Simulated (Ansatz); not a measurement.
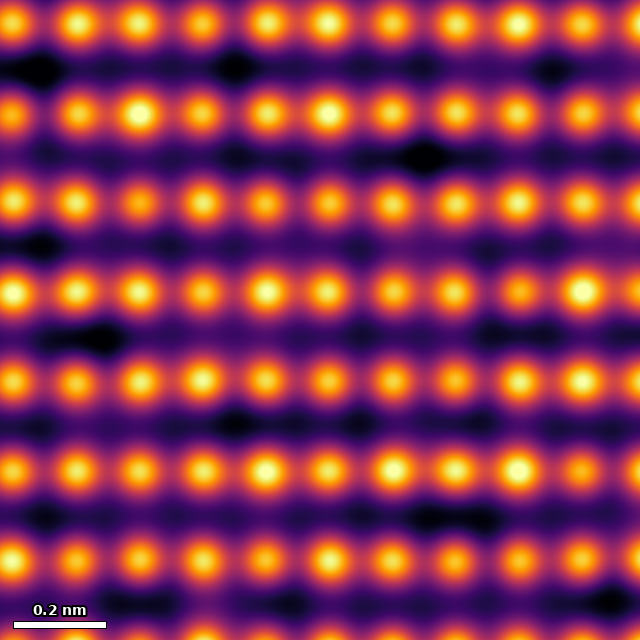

HAADF-like image of Ni (Im-3m, No. 229) along [110]. The image is simulated as a sum over atoms of Z^1.7, blurred by a 0.98 Å probe (no channelling). The probe carries 15 % of its weight in a tail 2.5 times as wide. The speckle of an amorphous layer was added. Model: the input geometry of a calculation; the starting structure was generated, so it need not be a known form of this composition.

### What can be read from this image?

The columns repeat on a rectangular net of 1.38 × 1.96 Å (plane group p2mm). All columns are alike (Ni). The shortest distance between visible columns is 1.38 Å in projection. Along the beam the structure repeats every 3.91 Å.
